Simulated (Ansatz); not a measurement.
# B$_{12}$N$_{11}$: what the fields show

```cif
data_structure
_symmetry_space_group_name_H-M 'P 1'
_symmetry_Int_Tables_number 1
_cell_length_a 9.7141
_cell_length_b 7.4478
_cell_length_c 6.7127
_cell_angle_alpha 89.983
_cell_angle_beta 120.329
_cell_angle_gamma 90.011
_cell_volume 419.19
loop_
_atom_site_label
_atom_site_type_symbol
_atom_site_fract_x
_atom_site_fract_y
_atom_site_fract_z
_atom_site_occupancy
B1 B 0.50182 0.66556 0.50243 1
B2 B 0.00182 0.16556 0.50243 1
B3 B 0.75776 0.34398 0.25940 1
B4 B 0.25776 0.84398 0.25940 1
B5 B 0.50180 0.33446 0.50252 1
B6 B 0.00180 0.83446 0.50252 1
B7 B 0.98562 0.50003 0.48610 1
B8 B 0.48562 0.00003 0.48610 1
B9 B 0.75145 0.99999 0.25245 1
B10 B 0.25145 0.49999 0.25245 1
B11 B 0.99975 0.00000 0.00191 1
B12 B 0.49975 0.50000 0.00191 1
B13 B 0.75478 0.49999 0.74836 1
B14 B 0.25478 0.99999 0.74836 1
B15 B 0.50373 0.16940 0.00275 1
B16 B 0.00373 0.66940 0.00275 1
B17 B 0.74733 0.16494 0.74698 1
B18 B 0.24733 0.66494 0.74698 1
B19 B 0.75790 0.65598 0.25900 1
B20 B 0.25790 0.15598 0.25900 1
B21 B 0.50377 0.83057 0.00268 1
B22 B 0.00377 0.33057 0.00268 1
B23 B 0.74735 0.83506 0.74684 1
B24 B 0.24735 0.33506 0.74684 1
N1 N 0.83505 0.17111 0.33748 1
N2 N 0.33505 0.67111 0.33748 1
N3 N 0.58965 0.33804 0.09174 1
N4 N 0.08965 0.83804 0.09174 1
N5 N 0.83508 0.82891 0.33740 1
N6 N 0.33508 0.32891 0.33740 1
N7 N 0.58526 0.99999 0.08390 1
N8 N 0.08526 0.49999 0.08390 1
N9 N 0.83248 0.00000 0.83434 1
N10 N 0.33248 0.50000 0.83434 1
N11 N 0.58609 0.50002 0.58544 1
N12 N 0.08609 0.00002 0.58544 1
N13 N 0.83545 0.66951 0.83263 1
N14 N 0.33545 0.16951 0.83263 1
N15 N 0.57727 0.16360 0.57790 1
N16 N 0.07727 0.66360 0.57790 1
N17 N 0.58974 0.66194 0.09152 1
N18 N 0.08974 0.16194 0.09152 1
N19 N 0.83545 0.33048 0.83276 1
N20 N 0.33545 0.83048 0.83276 1
N21 N 0.57730 0.83645 0.57762 1
N22 N 0.07730 0.33645 0.57762 1
```

Space group Cm; a generated structure, not necessarily the stable one; computed without spin polarisation.

Theory: DFT PBE+D3(BJ), scalar-relativistic, plane waves, PAW in Ansatz 0.2.0.

Core electrons are frozen (PAW), and the valence fields are smoothed inside the atomic spheres.

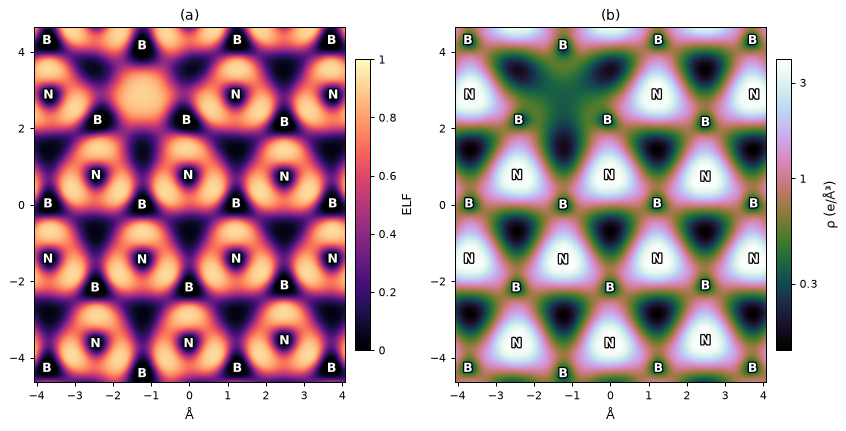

Figure 1. (a) electron localisation function; (b) valence pseudo-density on the (101̄) plane of the conventional cell.

What does the map show?

The plane passes through B and N nuclei. B–N (1.43 Å): ρ at the midpoint is about 1.9 e/Å³; the ELF peaks at about 0.95 between the atoms. Between the atoms the lowest density in this plane is 0.14 e/Å³.

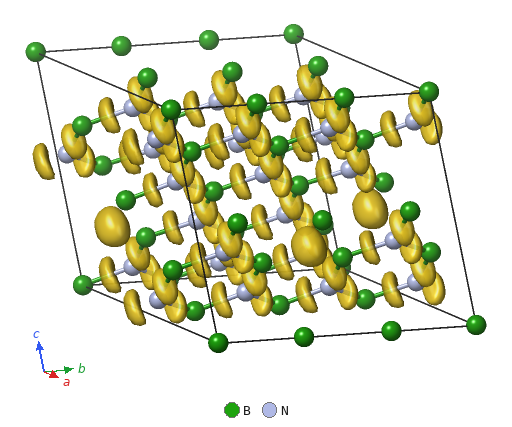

Figure 2. Isosurface of the electron localisation function at 0.85 (yellow), seen slightly off an axis. Only the valence region is drawn (cores and ρ < 0.01 e/Å³ removed). Sticks mark near contacts.

What do the ELF domains correspond to?

The surface consists of 66 regions between bonded B–N atoms and two pockets between the atoms, centred on no nucleus (multi-centre or interstitial), counted in one cell of 46 atoms. Regions shared between cells count once.

Metal or insulator at this level of theory?

It is metallic or semimetallic at this level of theory: no gap opens.
